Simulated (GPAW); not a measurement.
**ZnS: optical spectrum from first principles**

Aim: the dielectric function of ZnS, and the optical constants that follow from it. The cell comes from an older database entry, whose edges can differ from later determinations, mostly by under a per cent.

Method: DFT, LDA, plane-wave PAW (GPAW data sets), scalar-relativistic, RPA, optical limit, in GPAW 26.7.0.

The database entry behind the starting cell differs from later determinations by our own check (about 0.1 % short), so it need not match the best structure at ambient conditions.

**1. Starting point**

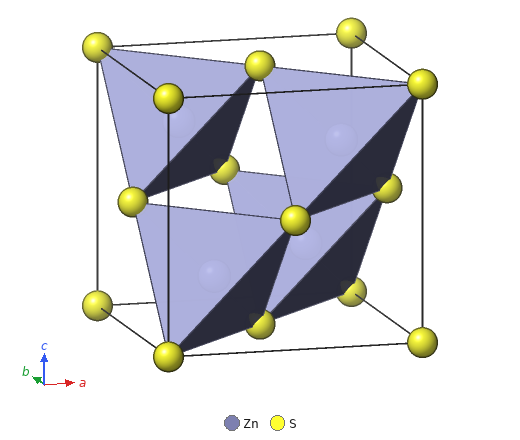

The cell as given, slightly off an axis (zinc blue, sulfur yellow). This picture shows the conventional cell, with its axes. Bonds to atoms that aren't drawn are left out. Some periodic images of atoms are drawn too.

As a file:

```cif
data_structure
_symmetry_space_group_name_H-M 'F-43m'
_symmetry_Int_Tables_number 216
_cell_length_a 5.4040
_cell_length_b 5.4040
_cell_length_c 5.4040
_cell_angle_alpha 90.000
_cell_angle_beta 90.000
_cell_angle_gamma 90.000
_cell_volume 157.81
loop_
_atom_site_label
_atom_site_type_symbol
_atom_site_symmetry_multiplicity
_atom_site_Wyckoff_symbol
_atom_site_fract_x
_atom_site_fract_y
_atom_site_fract_z
_atom_site_occupancy
Zn1 Zn 4 c 0.25000 0.25000 0.25000 1
S1 S 4 a 0.00000 0.00000 0.00000 1
```

**2. Ground state**

The self-consistent density comes first; it also tells whether there is a gap, which decides the occupations and the need for a Drude term.

This step: DFT, LDA, plane-wave PAW (GPAW data sets), scalar-relativistic, ground state (GPAW 26.7.0).

gs.py

```python
from ase import Atoms
from ase.dft.bandgap import bandgap
from gpaw import GPAW, PW, FermiDirac

atoms = Atoms(['Zn', 'S'],
              cell=[[0.000000000000, 2.702000000000, 2.702000000000],
                    [2.702000000000, 0.000000000000, 2.702000000000],
                    [2.702000000000, 2.702000000000, 0.000000000000]],
              scaled_positions=[[0.750000000000, 0.750000000000, 0.750000000000],
                                [0.000000000000, 0.000000000000, 0.000000000000]],
              pbc=[True, True, True])
atoms.calc = GPAW(mode=PW(400), xc='LDA', kpts={'size': (7, 7, 7), 'gamma': True},
                  occupations=FermiDirac(0.05), maxiter=150, txt='gs.txt')
print('energy (eV)', atoms.get_potential_energy())
print('Fermi level (eV)', atoms.calc.get_fermi_level())
print('valence electrons', atoms.calc.get_number_of_electrons())
print('gap (eV)', bandgap(atoms.calc, output=None)[0])
print('direct gap (eV)', bandgap(atoms.calc, direct=True, output=None)[0])
atoms.calc.write('gs.gpw')
```

The run is started by

```bash
OMP_NUM_THREADS=1 python gs.py
```

Numbers of over 12 decimals in the logs are rounded to 6 here.

The program printed:

```text
__  _  _
 | _ |_)|_||  |
 |__||  | ||/\| - 26.7.0

Versions:
  Python: 3.12.14
  ASE:    3.29.0
  Numpy:  2.5.5
  Scipy:  1.18.1
  Libxc:  7.0.0

Input parameters:
  mode=PW(ecut=400.0),
  kpts=MonkhorstPack(size=(7, 7, 7), gamma=True),
  maxiter=150,
  occupations=Occupations(name='fermi-dirac', width=0.05, fixmagmom=False),
  xc=XC(name='LDA')

Diagonalizing LCAO Hamiltonian
Converting LCAO to pw mode

                    Zn

       S

Atoms  # Å, Bohr magnetons
|   | symbol |        x |        y |        z |    initial magnetic moments |
| 0 |     Zn | 4.053000 | 4.053000 | 4.053000 | ( 0.0000,  0.0000,  0.0000) |
| 1 |      S | 0.000000 | 0.000000 | 0.000000 | ( 0.0000,  0.0000,  0.0000) |

Unit cell  # Å
| periodic |        x |        y |        z |  lengths |    angles |
|      yes | 0.000000 | 2.702000 | 2.702000 | 3.821205 | 60.000000 |
|      yes | 2.702000 | 0.000000 | 2.702000 | 3.821205 | 60.000000 |
|      yes | 2.702000 | 2.702000 | 0.000000 | 3.821205 | 60.000000 |

Number of symmetries: 24
Symmetry operations  # r_c * U_cc + t_c -> r_c
|    | kind |            matrix            |
|  0 |  E   |  1, 0, 0,  0, 1, 0,  0, 0, 1 |
|  1 |  σ   |  1, 0, 0,  0, 0, 1,  0, 1, 0 |
|  2 |  σ   |  1, 0,-1,  0, 1,-1,  0, 0,-1 |
|  3 |  C3  |  1, 0,-1,  0, 0,-1,  0, 1,-1 |
|  4 |  C3  |  1,-1, 0,  0,-1, 1,  0,-1, 0 |
|  5 |  σ   |  1,-1, 0,  0,-1, 0,  0,-1, 1 |
|  6 |  σ   |  0, 1, 0,  1, 0, 0,  0, 0, 1 |
|  7 |  C3  |  0, 1, 0,  0, 0, 1,  1, 0, 0 |
|  8 |  C2  |  0, 1,-1,  1, 0,-1,  0, 0,-1 |
|  9 |  S4  |  0, 1,-1,  0, 0,-1,  1, 0,-1 |
| 10 |  C3  |  0, 0, 1,  1, 0, 0,  0, 1, 0 |
| 11 |  σ   |  0, 0, 1,  0, 1, 0,  1, 0, 0 |
| 12 |  S4  |  0, 0,-1,  1, 0,-1,  0, 1,-1 |
| 13 |  C3  |  0, 0,-1,  0, 1,-1,  1, 0,-1 |
| 14 |  S4  |  0,-1, 1,  1,-1, 0,  0,-1, 0 |
| 15 |  C2  |  0,-1, 1,  0,-1, 0,  1,-1, 0 |
| 16 |  C3  |  0,-1, 0,  1,-1, 0,  0,-1, 1 |
| 17 |  S4  |  0,-1, 0,  0,-1, 1,  1,-1, 0 |
| 18 |  S4  | -1, 1, 0, -1, 0, 1, -1, 0, 0 |
| 19 |  C3  | -1, 1, 0, -1, 0, 0, -1, 0, 1 |
| 20 |  C3  | -1, 0, 1, -1, 1, 0, -1, 0, 0 |
| 21 |  S4  | -1, 0, 1, -1, 0, 0, -1, 1, 0 |
| 22 |  σ   | -1, 0, 0, -1, 1, 0, -1, 0, 1 |
| 23 |  C2  | -1, 0, 0, -1, 0, 1, -1, 1, 0 |

BZ-sampling:
  Number of BZ points: 343
  Number of IBZ points: 20

  Monkhorst-Pack size: [7, 7, 7]
  Monkhorst-Pack shift: [0, 0, 0]

K-points  # in reciprocal-cell coordinates
|     |                                coordinates |     weight |
|   0 | (  0.00000000,   0.00000000,   0.00000000) | 0.00291545 |
|   1 | (  0.14285714,   0.14285714,   0.00000000) | 0.01749271 |
|   2 | (  0.14285714,   0.14285714,   0.14285714) | 0.02332362 |
|   3 | (  0.28571429,   0.14285714,   0.14285714) | 0.03498542 |
|   4 | (  0.28571429,   0.28571429,   0.00000000) | 0.01749271 |
|   5 | (  0.28571429,   0.28571429,   0.14285714) | 0.06997085 |
|   6 | (  0.28571429,   0.28571429,   0.28571429) | 0.02332362 |
|   7 | (  0.42857143,  -0.28571429,  -0.28571429) | 0.03498542 |
|   8 | (  0.42857143,   0.28571429,  -0.42857143) | 0.13994169 |
|   9 | (  0.42857143,   0.28571429,  -0.28571429) | 0.06997085 |
| ... |                                            |            |
|  19 | (  0.42857143,   0.42857143,   0.42857143) | 0.02332362 |

Plane wave coefficients: 726
Cutoff: 400.0 eV

Spin-components: 1 (collinear spins)
Bands:           13
Projectors:      11
Spin-degeneracy: 2
Datatype:        complex128

Parallelization:
  kpt:    1
  domain: 1
  band:   1

Density:
  Valence electrons: 18.0
  Components: 1
  Grid points: [18 18 18]
  Charge: 0.0  # |e|

Potential:
  Grid points: [18 18 18]

species:
  Zn:
    name:    Zinc
    id:
    Z:       30.0
    valence: 12
    core:    18
    charge:  0.0  # [|e|]
    compensation charges:
      type: gauss
      rc: 0.37  # [Å]
      lmax: 2
    cutoffs:
      filter: 2.14  # [Å]
      core: 2.28  # [Å]
    projectors
    | kind |    occ | energy [eV] | rcut [Å] |
    |   4s |  2.000 |      -6.218 |    1.286 |
    |   4p |  0.000 |      -1.230 |    1.270 |
    |   3d | 10.000 |     -10.426 |    1.180 |
    |    s |        |      20.994 |    1.286 |
    |    p |        |      25.981 |    1.270 |
    |    d |        |      16.786 |    1.180 |

    Using partial waves for Zn as LCAO basis

  S:
    name:    Sulfur
    id:
    Z:       16.0
    valence: 6
    core:    10
    charge:  0.0  # [|e|]
    compensation charges:
      type: gauss
      rc: 0.24  # [Å]
      lmax: 2
    cutoffs:
      filter: 1.77  # [Å]
      core: 1.66  # [Å]
    projectors
    | kind |    occ | energy [eV] | rcut [Å] |
    |   3s |  2.000 |     -17.278 |    0.974 |
    |   3p |  4.000 |      -7.106 |    0.979 |
    |    s |        |       9.933 |    0.974 |
    |    p |        |      20.105 |    0.979 |
    |    d |        |       0.000 |    0.900 |

    Using partial waves for S as LCAO basis

Reference energy: -59612.485647  # eV

eigensolver:
  PPCG
  Converge bands: occupied
  niter=2

density mixing:
  MSR1-Mixer
  Pratt-step length: 0.05
  Maximum mixing coefficient: 0.75
  Old densities: 10
  SVD Regularization: 0.005
  Good broyden scale: 1.0
  Trust region scale: 1.0
  Backstep threshold: 4.0
  History deletion threshold: 6.0
  Fourier metric: weight=20.0, sigma=0.015

occupation numbers:
  Fermi-Dirac:
    width: 0.0500  # eV

poisson solver:
  ecut: 3200.0  # eV

xc functional:
  name: None

convergence criteria:
- Maximum [total energy] change in last 3 cyles: 0.0005 eV / valence electron
- Maximum integral of absolute [dens]ity change: 0.0001 electrons / valence electron
- Maximum integral of absolute [eigenst]ate change: 4e-08 eV^2 / valence electron
maximum number of iterations: 150

SCF iterations
|iter     |      energy | eigst |  dens |
|iter:   1||   -8.566962 | +0.32 |       |
|iter:   2||   -8.501510 | -0.80 | -1.21 |
|iter:   3||   -8.224834 | -1.28 | -1.25 |
|iter:   4||   -8.221605 | -2.26 | -1.83 |
|iter:   5||   -8.221620c| -3.41 | -2.32 |
|iter:   6||   -8.221641c| -4.75 | -3.38 |
|iter:   7||   -8.221645c| -5.79 | -3.76 |
|iter:   8||   -8.221644c| -6.61 | -4.30c|
|iter:   9||   -8.221644c| -7.69c| -5.02c|

Converged in 9 steps
SCF loop duration: 3.083 s (0.343 s/step)
Energy contributions relative to reference atoms: (reference = -59612.485647)

Energy contributions:
  Kinetic:           8.092649
  Coulomb:          -6.826189
  Zero:             -0.005359
  External:          0.000000
  Xc:               -9.482745
  Entropy:          -0.000000
  Spinorbit:         0.000000
  ----------------------------
  Free energy:      -8.221644
  Extrapolated:     -8.221644

dipole moment: (-14.550702, -14.550702, -14.550702)  # |e|*Ang

Fermi level: 4.392
Eigenvalues  # (at kpt = [0.000, 0.000, 0.000])
| band index |      eig [eV] | occ [0-2] |
|          0 |        -9.652 |     2.000 |
|          1 |        -2.977 |     2.000 |
|          2 |        -2.977 |     2.000 |
|          3 |        -2.977 |     2.000 |
|          4 |        -2.493 |     2.000 |
|          5 |        -2.493 |     2.000 |
|          6 |         3.474 |     2.000 |
|          7 |         3.474 |     2.000 |
|          8 |         3.474 |     2.000 |
|          9 |         5.333 |     0.000 |
|         10 |         9.691 |     0.000 |
|         11 |         9.691 |     0.000 |
|         12 |         9.691 |     0.000 |

Gap: 1.859 eV
Transition (v -> c):
  (s=0, k=0, n=8, [0.00, 0.00, 0.00]) -> (s=0, k=0, n=9, [0.00, 0.00, 0.00])
No difference between direct/indirect transitions

--- standard output ---
energy (eV) -8.221644
Fermi level (eV) 4.392142
valence electrons 18.0
gap (eV) 1.859314
direct gap (eV) 1.859314
```

It took 4.2 s on 1 thread of Arm Neoverse V2, shared host; peak memory 0.13 GiB.

This step gave:

* energy: -8.222 eV
* Fermi energy: 4.392 eV
* gap on the k-mesh: 1.859 eV
* direct gap on the mesh: 1.859 eV
* electrons: 18

There is a gap, 1.86 eV on this mesh (points off the mesh can give less), so no carriers' term is needed.

**3. Bands for the response**

The response needs many more empty bands than the density does.

This step: DFT, LDA, plane-wave PAW (GPAW data sets), scalar-relativistic, bands at fixed density (GPAW 26.7.0).

nscf.py

```python
from ase.dft.bandgap import bandgap
from gpaw import GPAW, FermiDirac

calc = GPAW('gs.gpw').fixed_density(kpts={'size': (12, 12, 12), 'gamma': True}, nbands=36, convergence={'bands': 30},
                                    occupations=FermiDirac(0.001), txt='nscf.txt')
print('gap (eV)', bandgap(calc, output=None)[0])
print('direct gap (eV)', bandgap(calc, direct=True, output=None)[0])
print('top band over the Fermi level (eV)', min(calc.get_eigenvalues(kpt=k)[29] for k in range(len(calc.get_ibz_k_points()))) - calc.get_fermi_level())
calc.write('full.gpw', mode='all')
```

The run is started by

```bash
OMP_NUM_THREADS=1 python nscf.py
```

The program printed:

```text
Diagonalizing LCAO Hamiltonian
Converting LCAO to pw mode
convergence criteria:
- Maximum integral of absolute [eigenst]ate change: 4e-08 eV^2 / valence electron
maximum number of iterations: 150

SCF iterations
|iter     |      energy | eigst |  dens |
|iter:   1||             | +3.07 |       |
|iter:   2||             | +1.83 |       |
|iter:   3||             | +0.41 |       |
|iter:   4||             | -0.61 |       |
|iter:   5||             | -1.60 |       |
|iter:   6||             | -2.52 |       |
|iter:   7||             | -3.66 |       |
|iter:   8||             | -4.52 |       |
|iter:   9||             | -5.46 |       |
|iter:  10||             | -6.26 |       |
|iter:  11||             | -7.01 |       |
|iter:  12||             | -7.59c|       |
SCF steps: 12
  __  _  _
 | _ |_)|_||  |
 |__||  | ||/\| - 26.7.0

Versions:
  Python: 3.12.14
  ASE:    3.29.0
  Numpy:  2.5.5
  Scipy:  1.18.1
  Libxc:  7.0.0

Input parameters:
  mode=PW(ecut=400.0),
  convergence={'bands': 30},
  gpts=array([18, 18, 18]),
  kpts=MonkhorstPack(size=(12, 12, 12), gamma=True),
  maxiter=150,
  nbands=36,
  occupations=Occupations(name='fermi-dirac', width=0.001, fixmagmom=False),
  parallel={},
  xc=XC(name='LDA')

--- standard output ---
gap (eV) 1.859314
direct gap (eV) 1.859314
top band over the Fermi level (eV) 29.706761
```

The job ended after 39 s (1 thread; peak memory 0.17 GiB).

**4. Dielectric function, RPA**

Local fields let the induced charge screen the field inside the cell, which as a rule lowers ε, most along directions where the density is uneven.

This step: DFT, LDA, plane-wave PAW (GPAW data sets), scalar-relativistic, RPA, optical limit (GPAW 26.7.0).

df.py

```python
from gpaw.response.df import DielectricFunction

df = DielectricFunction('full.gpw', frequencies={'type': 'nonlinear', 'domega0': 0.03, 'omega2': 8},
                        ecut=80,
                        eta=0.1,
                        nbands=30,
                        txt='df.txt')
for direction in ['x']:
    df.get_dielectric_function(xc='RPA', direction=direction, filename=f'df_{direction}.csv')
```

The run is started by

```bash
OMP_NUM_THREADS=1 python df.py
```

The program printed:

```text
Using integrator: PointIntegrator
NonLinearFrequencyDescriptor(from 0.000 to 47.611 eV, 459 points)
Nonperiodic BCs:  [False False False]
Using integrator: PointIntegrator
NonLinearFrequencyDescriptor(from 0.000 to 47.611 eV, 459 points)
Nonperiodic BCs:  [False False False]

Calculating chi0 body with:
    Ground state adapter containing:
    Number of spins: 1
    Number of kpoints: 1728
    Number of irreducible kpoints: 72
    Number of completely occupied states: 9
    Number of partially occupied states: 9

    Linear response parametrization:
    q_c: [0.0, 0.0, 0.0]
    Number of frequency points: 459
    Planewave cutoff: 80.0
    Number of bands: 30
    Number of planewaves: 59
    Broadening (eta): 0.1

Integrating chi0 body.

Symmetries of q_c:
    Direct symmetries (Uq -> q): 24
    Indirect symmetries (TUq -> q): 24
In total 48 allowed symmetries.

72 groups of equivalent kpoints. 95.833333% reduction.

Integral kind: spectral function

Calculating chi0 optical extensions with:
    Ground state adapter containing:
    Number of spins: 1
    Number of kpoints: 1728
    Number of irreducible kpoints: 72
    Number of completely occupied states: 9
    Number of partially occupied states: 9

    Linear response parametrization:
    Number of frequency points: 459
    Planewave cutoff: 80.0
    Number of bands: 30
    Number of planewaves: 59
    Broadening (eta): 0.1
Integrating chi0 head and wings.

Symmetries of q_c:
    Direct symmetries (Uq -> q): 24
    Indirect symmetries (TUq -> q): 24
In total 48 allowed symmetries.

72 groups of equivalent kpoints. 95.833333% reduction.

Integral kind: spectral function wings
```

It took 6.5 s on 1 thread; peak memory 0.29 GiB.

Numbers from this step:

- electronic dielectric constant ε∞, mean over x, y and z (by symmetry where fewer were run): 5.958
- main peak of Im epsilon, first axis: 5.782 eV

The Im ε, E ∥ x has structure finer than the step of the table below, so its rows give means over 1 eV, whole bins alone (the curve runs from 0 to 19.9 eV). Peaks (eV: height): 4.5: 6.85, 5.8: 12.9, 7.7: 6.87.

Values under the direct gap are tails of Lorentzian lines. Im ε, E ∥ x against photon energy; means over each step:

```csv
photon energy (eV),"Im ε, E ∥ x"
1,0.0577
2,0.672
3,1.63
4,4.64
5,5.76
6,10.1
7,5.25
8,5.63
9,3.62
10,2.39
11,2.05
12,1.56
13,1.26
14,0.968
15,0.638
16,0.500
17,0.464
18,0.402
19,0.459
```

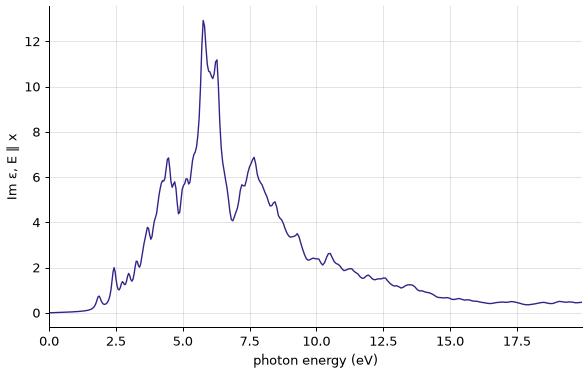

Im ε, E ∥ x, plotted against photon energy.

Table of Re ε, E ∥ x by photon energy:

```csv
photon energy (eV),"Re ε, E ∥ x"
0,5.96
1,6.19
2,6.75
3,7.48
4,8.63
5,6.90
6,2.20
7,1.08
8,-1.12
9,-1.42
10,-0.955
11,-0.939
12,-0.735
13,-0.589
14,-0.539
15,-0.295
16,-0.0981
17,0.132
18,0.262
19,0.368
```

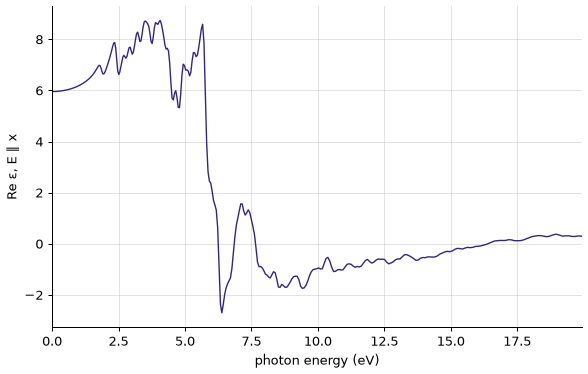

Re ε, E ∥ x against photon energy.

The reflectivity at normal incidence, E ∥ x has structure finer than the step of the table below, so its rows give means over 1 eV, whole bins alone (the curve runs from 0 to 19.9 eV). Peaks (eV: height): 4.4: 30.1, 6.3: 47.8, 9.5: 41.5, 11.0: 34.9, 12.8: 34.2, 14.5: 36.1.

Reflectivity at normal incidence, E ∥ x against photon energy; means over each step:

| photon energy (eV) | reflectivity at normal incidence, E ∥ x (%) |
| --- | --- |
| 1 | 18.3 |
| 2 | 20.7 |
| 3 | 22.7 |
| 4 | 27.6 |
| 5 | 27.5 |
| 6 | 40.7 |
| 7 | 31.2 |
| 8 | 36.9 |
| 9 | 38.7 |
| 10 | 33.6 |
| 11 | 33.4 |
| 12 | 31.1 |
| 13 | 31.0 |
| 14 | 33.4 |
| 15 | 29.9 |
| 16 | 24.3 |
| 17 | 14.8 |
| 18 | 10.8 |
| 19 | 8.09 |

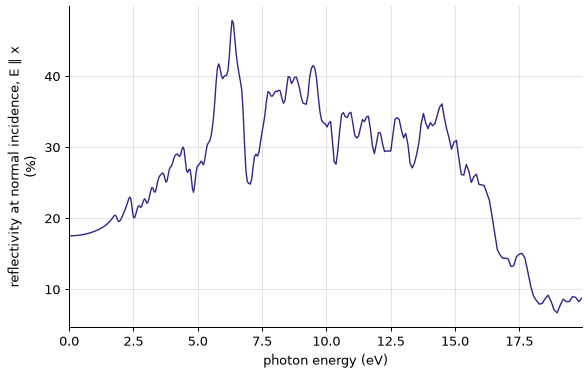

Reflectivity at normal incidence, E ∥ x against photon energy.

The Im ε, E ∥ x has structure finer than the step of the table below, so its rows give means over 2 eV, whole bins alone (the curve runs from 0 to 19.9 eV). Peaks (eV: height): without local fields 4.4: 7.43, 5.8: 17.0, 7.4: 9.37; with local fields 4.5: 6.85, 5.8: 12.9, 7.7: 6.87.

Values under the direct gap are tails of Lorentzian lines. Im ε, E ∥ x against photon energy; means over each step:

```csv
photon energy (eV),without local fields,with local fields
2,0.700,0.684
4,4.50,4.14
6,9.88,7.87
8,6.55,5.19
10,2.60,2.57
12,1.43,1.59
14,0.786,0.944
16,0.465,0.514
18,0.364,0.429
```

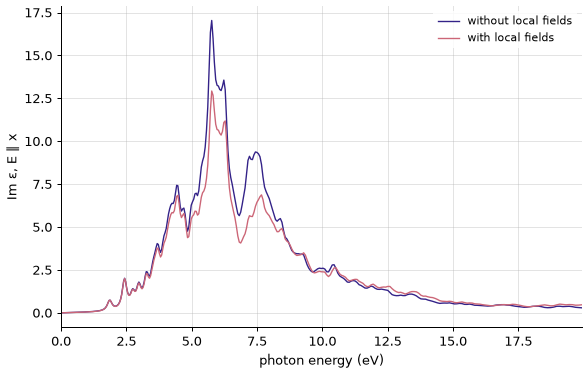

Im ε, E ∥ x, plotted against photon energy.

The loss function −Im 1/ε at q → 0, E ∥ x has structure finer than the step of the table below, so its rows give means over 1 eV, whole bins alone (the curve runs from 0 to 19.9 eV). Peaks (eV: height): 16.4: 2.41, 17.7: 2.28.

Values under the direct gap are tails of Lorentzian lines. The loss function −Im 1/ε at q → 0, E ∥ x by energy loss; means over each step:

```csv
energy loss (eV),"loss function −Im 1/ε at q → 0, E ∥ x"
1,0.00146
2,0.0128
3,0.0260
4,0.0516
5,0.0763
6,0.0851
7,0.185
8,0.173
9,0.235
10,0.357
11,0.407
12,0.535
13,0.657
14,0.790
15,1.32
16,1.95
17,2.01
18,1.84
19,1.46
```

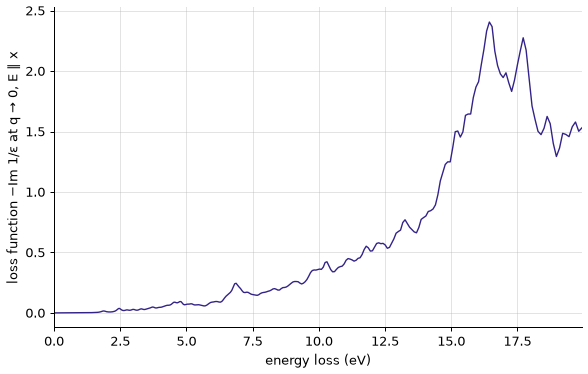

Loss function −Im 1/ε at q → 0, E ∥ x, plotted against energy loss.

At chosen wavelengths:

| wavelength (nm) | n | k | R (%) | 1/α |
| --- | --- | --- | --- | --- |
| 1064 | 2.51 | 0.013 | 18.5 | 6.4 µm |
| 800 | 2.58 | 0.029 | 19.4 | 2.2 µm |
| 633 | 2.58 | 0.099 | 19.6 | 507 nm |
| 532 | 2.81 | 0.207 | 22.8 | 205 nm |
| 450 | 2.71 | 0.251 | 21.6 | 143 nm |
| 248 | 2.81 | 0.985 | 27.4 | 20 nm |
| 193 | 1.66 | 2.290 | 46.0 | 6.7 nm |

Below the direct gap, k and the depth come from the tails of the Lorentzian lines, not from transitions.

Rows near the edge hang on the gap, which this functional as a rule makes too small, and phonon-assisted absorption is left out.

**5. Results**

| Property | Result |
| --- | --- |
| electronic dielectric constant ε∞, mean over x, y and z (by symmetry where fewer were run) (RPA) | 5.96 |
| main peak of Im epsilon, first axis | 5.78 eV |

**Reading.** At this level (LDA, RPA) ZnS has ε∞ = 5.96 and n = 2.47 at 1550 nm, and Im ε peaks at 5.8 eV. On the mesh the gap is 1.86 eV and the least direct gap 1.86 eV. Local fields change the static value along x from 6.67 to 5.96 (-11 %). Distinct maxima of Im ε, read by a parabola through the highest points, lie at 4.45 eV (6.9), 5.78 eV (13), 6.26 eV (11) and 7.66 eV (6.9). Excitons and phonon-assisted transitions are missing; LDA gaps are as a rule too small, which pulls the onset down and ε∞ up. The sum runs over mesh points, so small or evenly spaced maxima can still be ripples of the mesh. In this version of GPAW the matrix elements of the optical limit are incomplete, which can lower ε − 1 by up to a tenth where first-row anions or d states rule, and shift it by more in d metals.

[Machine, clock and banner lines and Python warnings are left out of the logs.]

[Logs are printed without paths, hosts, clocks, repeated set-up lines and the standing remarks that a program may print on its own settings, such as how far it seeks lower states.]

[Hosts, paths, dates, database ids (printed as entryN), source tags and the programs' standing remarks are cut or masked in the printed files.]
